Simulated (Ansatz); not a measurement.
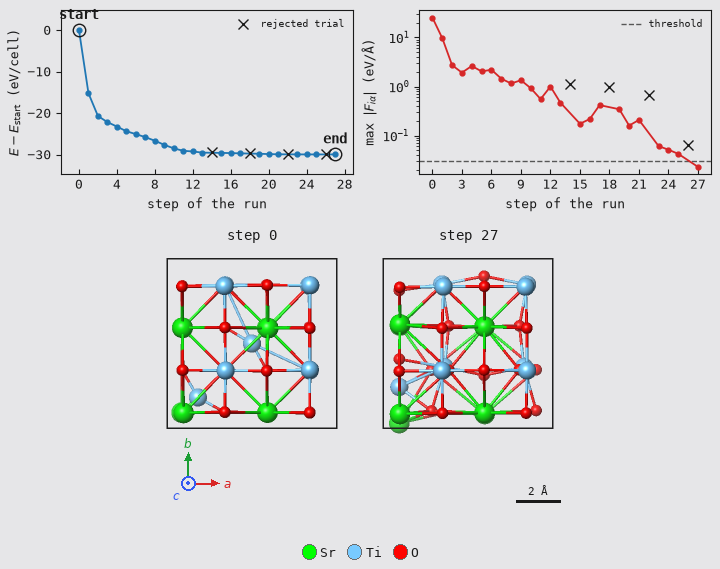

First and last geometry of a relaxation of a defect cell of composition Sr₈Ti₉O₂₄, with the history of the run. A ball-and-stick model of the cell of the calculation (origin shifted), seen along the c axis.

Computed with DFT, PBEsol, PAW, plane waves in Ansatz 0.2.0.

The input:
```yaml
crystal:
  lattice:
    - [7.782821, 0.000000, 0.000000]
    - [0.000000, 7.782821, 0.000000]
    - [0.000000, 0.000000, 7.782821]
  atoms:
    - { symbol: Sr, position: [0.994626, 0.000734, 0.001746] }
    - { symbol: Sr, position: [0.006613, 0.998285, 0.500506] }
    - { symbol: Sr, position: [0.998192, 0.500827, 0.002963] }
    - { symbol: Sr, position: [0.001006, 0.500180, 0.499094] }
    - { symbol: Sr, position: [0.501729, 0.000491, 0.997668] }
    - { symbol: Sr, position: [0.499975, 0.000693, 0.504622] }
    - { symbol: Sr, position: [0.499130, 0.500700, 0.000060] }
    - { symbol: Sr, position: [0.505293, 0.498630, 0.496533] }
    - { symbol: Ti, position: [0.090688, 0.090033, 0.249939] }
    - { symbol: Ti, position: [0.254270, 0.248461, 0.751128] }
    - { symbol: Ti, position: [0.251045, 0.751287, 0.250037] }
    - { symbol: Ti, position: [0.247372, 0.746332, 0.752120] }
    - { symbol: Ti, position: [0.750063, 0.248717, 0.248956] }
    - { symbol: Ti, position: [0.750856, 0.253233, 0.745803] }
    - { symbol: Ti, position: [0.745505, 0.748595, 0.253389] }
    - { symbol: Ti, position: [0.753054, 0.751532, 0.746973] }
    - { symbol: Ti, position: [0.409631, 0.407460, 0.253477] }
    - { symbol: O, position: [0.250256, 0.250313, 0.002124] }
    - { symbol: O, position: [0.250032, 0.251622, 0.500043] }
    - { symbol: O, position: [0.252411, 0.752157, 0.999541] }
    - { symbol: O, position: [0.244797, 0.751726, 0.497858] }
    - { symbol: O, position: [0.753168, 0.246756, 0.997303] }
    - { symbol: O, position: [0.750248, 0.247976, 0.496884] }
    - { symbol: O, position: [0.746479, 0.750070, 0.999466] }
    - { symbol: O, position: [0.749724, 0.750191, 0.498443] }
    - { symbol: O, position: [0.997715, 0.250768, 0.249282] }
    - { symbol: O, position: [0.002219, 0.250686, 0.752152] }
    - { symbol: O, position: [0.998822, 0.747778, 0.248466] }
    - { symbol: O, position: [0.996294, 0.743674, 0.748860] }
    - { symbol: O, position: [0.497406, 0.249703, 0.251266] }
    - { symbol: O, position: [0.496269, 0.246008, 0.747673] }
    - { symbol: O, position: [0.495403, 0.753322, 0.248553] }
    - { symbol: O, position: [0.500894, 0.751511, 0.751704] }
    - { symbol: O, position: [0.250134, 0.001935, 0.252824] }
    - { symbol: O, position: [0.248978, 0.004392, 0.752903] }
    - { symbol: O, position: [0.251584, 0.503027, 0.250752] }
    - { symbol: O, position: [0.249876, 0.501558, 0.753375] }
    - { symbol: O, position: [0.750540, 0.003169, 0.253751] }
    - { symbol: O, position: [0.749768, 0.998603, 0.745304] }
    - { symbol: O, position: [0.748156, 0.504441, 0.250783] }
    - { symbol: O, position: [0.750714, 0.497828, 0.752024] }
  symmetry: { detect: false }
kpoints:
  mp_grid: { grid: [1, 1, 1], shift: [0.25, 0.25, 0.25] }
hamiltonian:
  xc: pbesol
scf:
  occupations: { method: fermi_dirac, width: 0.01 }
relax:
  f_tol: 0.03
  max_steps: 80
  escape_saddle: false
  adjacent_minimum: "off"
output:
  forces: true
  eigenvalues: true
  populations: true
```

Command:
```bash
ansatz run in.yaml --threads 8 --pin off --max-ram 13300MiB --runs-dir r --events-out ev --progress --plain
```

Question: Did the run converge, and what did it change?

Answer: It converged. Ti17 moves most: 1.53 Å along [−1 −1 0]. By element the largest moves are Ti 1.53 Å, O 0.72 Å, Sr 0.70 Å. The lattice vectors keep their values. Near-neighbour distances that change, for instance: Ti9–O22 3.501 → 2.017 Å, Sr1–O26 2.738 → 4.156 Å, Sr2–Ti17 4.866 → 3.528 Å, Ti17–O26 3.430 → 2.133 Å. New bonds form: Ti17–O18 (2.62 → 2.11 Å), Ti17–O19 (2.59 → 1.90 Å), Ti17–O26 (3.43 → 2.13 Å), Ti17–O34 (3.39 → 2.10 Å). Bonds break: Sr1–O26 (2.74 → 4.16 Å). Bond angles that change, for instance: O30–Ti17–O36 150.2° → 94.7°, O26–Ti9–O34 149.0° → 96.8°, Sr4–O26–Ti9 127.2° → 179.0°. Over 23 accepted moves (27 points after the start) the energy falls by 29.983 eV per cell of the calculation. Largest force component: 25 eV/Å at the start, 0.023 eV/Å at the end. The line search rejected the trial steps at points 14, 18, 22, 26 of the run.

Limits of the set-up: the periodic images lie only 7.8 Å apart, so the values are limited by the cell's size.
